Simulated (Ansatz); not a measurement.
```yaml
crystal:
  lattice:
    - [5.22351, 0.00000, 0.00000]
    - [0.00000, 5.22351, 0.00000]
    - [0.00000, 0.00000, 5.22351]
  atoms:
    - { symbol: Na, position: [0.00000, 0.00000, 0.00000] }
    - { symbol: Na, position: [0.50000, 0.50000, 0.00000] }
    - { symbol: Na, position: [0.50000, 0.00000, 0.50000] }
    - { symbol: Na, position: [0.00000, 0.50000, 0.50000] }
    - { symbol: Cl, position: [0.50000, 0.00000, 0.00000] }
    - { symbol: Cl, position: [0.00000, 0.50000, 0.00000] }
    - { symbol: Cl, position: [0.00000, 0.00000, 0.50000] }
    - { symbol: Cl, position: [0.50000, 0.50000, 0.50000] }
```

Space group Fm-3m; computed pressure about 9 GPa in this cell.

Method: Ansatz 0.2.0, DFT PBEsol, scalar-relativistic, plane waves, PAW.

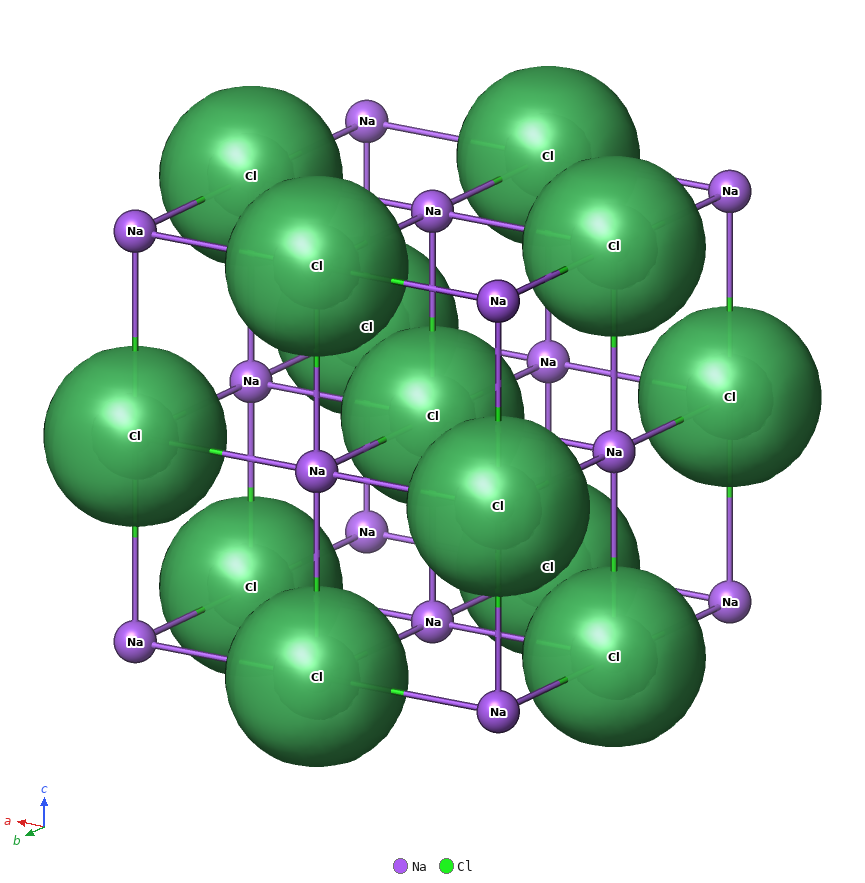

NaCl. Isosurface of the electron localisation function at 0.8 (green), seen at an oblique angle. Only the valence region is drawn (cores and ρ < 0.01 e/Å³ removed). Sticks mark near contacts.

In a PAW calculation such maps are meaningful between the atoms, not at the nuclei.

### Identify the bonds, lone pairs and shells in this picture.

The ELF exceeds this value in four regions wrapped around Cl (the valence shell of each), counted in one cell of 8 atoms. Any copies at cell faces, edges or corners count once. Profiles from the grid: Na–Cl (2.61 Å): the ELF peaks at about 0.90 in the valence shell of Cl, 0.8 Å from its nucleus, and falls to about 0 next to Na: an ionic contact with no shared pair.

### Does the calculation make it a metal, or give it a gap?

It is gapped, with a Kohn–Sham gap of 5.9 eV on the k-point mesh (the band edges may lie off the mesh, which would make the gap smaller).
